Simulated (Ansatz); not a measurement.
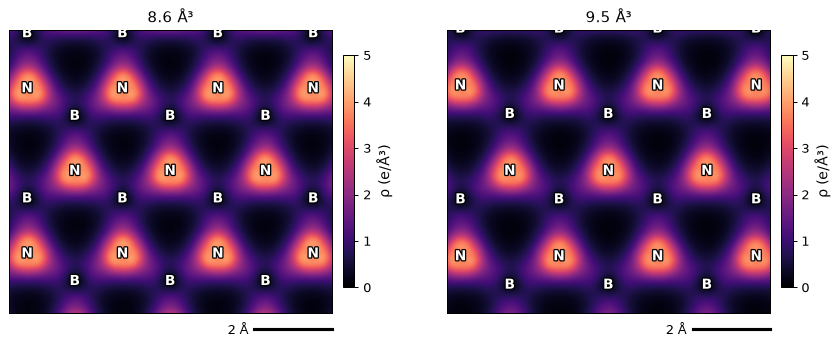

BN. The valence electron density of cells scaled evenly to different volumes (given per atom above each panel), on the (001) plane of each (indices in the axes of the cell below), at one length scale and on one colour scale.

Theory: Ansatz, Kohn-Sham DFT of a periodic cell, BLYP with D4, Ansatz PAW.

Core electrons are frozen (PAW), and the valence fields are smoothed inside the atomic spheres.

The largest cell:

```xyz
4
Lattice="2.5472 0.0000 0.0000 -1.2736 2.2060 0.0000 0.0000 0.0000 6.7658" Properties=species:S:1:pos:R:3 pbc="T T T"
N     1.2736    0.7353    1.6915
N     0.0000    1.4707    5.0744
B     1.2736    0.7353    5.0744
B     0.0000    1.4707    1.6915
```

| volume (Å³/atom) | B–N contact in the plane (Å) | ρ at its midpoint (e/Å³) | pressure (GPa) | gap on the mesh (eV) | 
| --- | --- | --- | --- | --- |
| 8.61 | 1.423 | 1.928 | 12.9 | 4.41 | 
| 8.97 | 1.442 | ? | ? | ? | 
| 9.50 | 1.471 | 1.741 | −10.9 | 4.28 | 

### What values belong in the row with question marks?

Over the known rows ln ρ falls by 2.13 per Å of B–N distance (the line through the two), which gives 1.852 e/Å³ at 1.442 Å; the calculation gives 1.848 e/Å³. For the pressure, a straight line in volume between the neighbouring rows gives 3.3 GPa; the calculation gives 2.1, lower because pressure rises ever faster on compression. For the gap on the mesh, a straight line in volume between the neighbouring rows gives 4.36 eV; the calculation gives 4.36.
